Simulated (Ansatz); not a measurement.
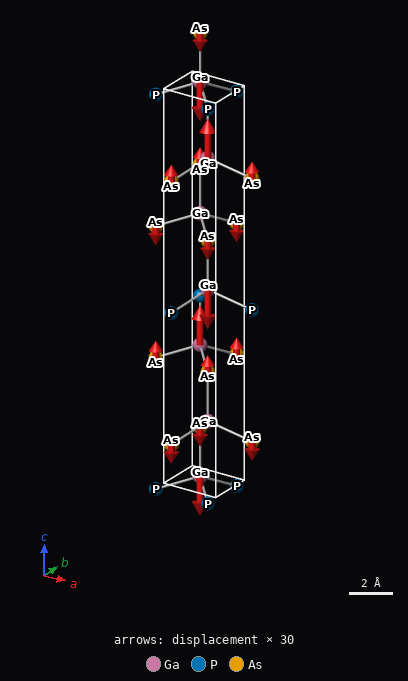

This is a relaxation of a crystal of Ga3As2P (a generated structure, set up in P6_3mc) (coarse preliminary run). The starting structure is drawn; red arrows show the displacements (the part carried along by the change of the cell is left out), 30 times their true length.

A ball-and-stick model of the cell of the calculation, seen slightly off an axis.

These are results of DFT PBE, scalar-relativistic, plane waves, PAW in Ansatz 0.2.0, not measurements. (plane-wave cutoff 420 eV; k-point mesh 6 × 6 × 1; occupations gaussian; smearing width 0.1 eV; no spin polarisation; cell and atoms relaxed; force threshold 0.04 eV/Å; at most 70 steps)

Question: Atoms of which element are displaced furthest, and by how much?

Answer: Gallium: up to 0.065 Å, against 0.031 Å for arsenic.

Question: Describe the change and its energy.

Answer: After 3 accepted moves (4 points after the start) the energy has fallen by 58.3 meV per atom. Largest force component: 0.77 eV/Å at the start, 0.0024 eV/Å at the end. The pressure goes from 8.35 to 0.02 GPa. The SCF was repeated once at an unchanged geometry on a basis and grid sized afresh for the cell, which shifted the energy by 0.6 meV per atom at most. The largest moves relative to the cell, 0.065 Å, are those of Ga atoms. By element the largest moves are Ga 0.065 Å, As 0.031 Å, P 0.003 Å. The drawn cell changes as follows: a = b 3.863 → 3.993 Å (+3.4 %), c 19.103 → 19.738 Å (+3.3 %); the volume changes by +10.4 %. Among the contacts that change: As–Ga 2.381 → 2.493 Å, As–Ga 2.370 → 2.461 Å, Ga–P 2.370 → 2.428 Å, Ga–P 2.381 → 2.399 Å. The space group stays P6_3mc (No. 186).
